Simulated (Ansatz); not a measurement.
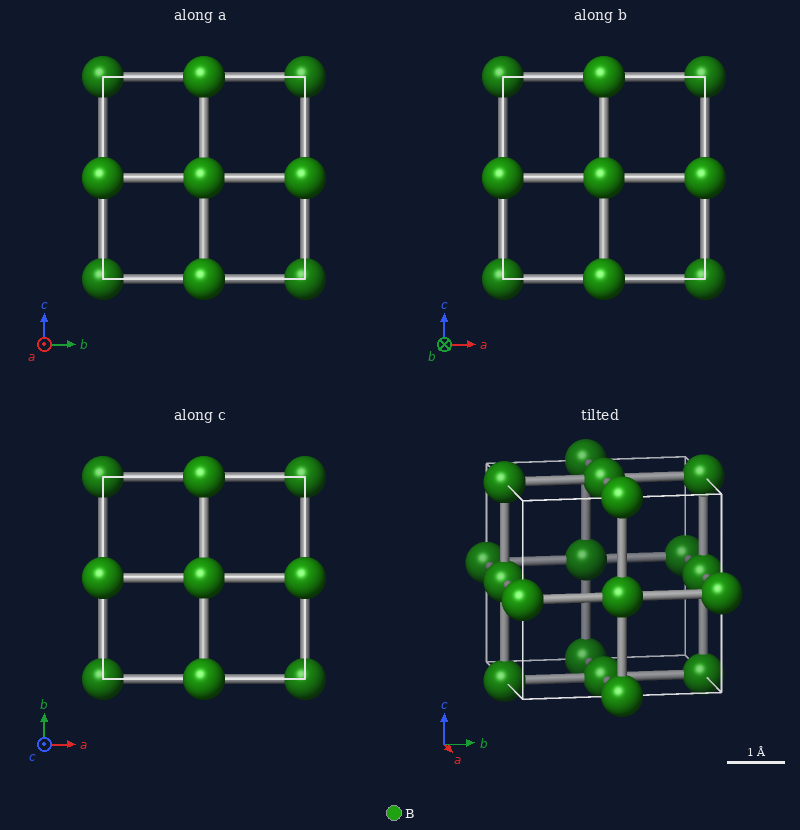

The figure gives a ball-and-stick picture of the atoms, viewed along the a axis, along the b axis, along the c axis and slightly off an axis. One conventional unit cell is framed, with atoms on its boundary repeated.

Lattice parameters: a = 3.567 Å, b = 3.567 Å, c = 3.567 Å, α = 90.00°, β = 90.00°, γ = 90.00°. Put a along x and b in the xy plane.

### Record the structure as a POSCAR file.

```
B
1.0
     3.567    0.000    0.000
     0.000    3.567    0.000
     0.000    0.000    3.567
B
6
Direct
  0.5000 0.0000 0.0000
  0.0000 0.5000 0.0000
  0.0000 0.0000 0.5000
  0.0000 0.5000 0.5000
  0.5000 0.0000 0.5000
  0.5000 0.5000 0.0000
```

The model was built from a random cell made by a generator, so it need not be a real form of the element. A relaxation with Ansatz 0.2.0, DFT PBE, scalar-relativistic, plane waves, PAW gave the geometry drawn.
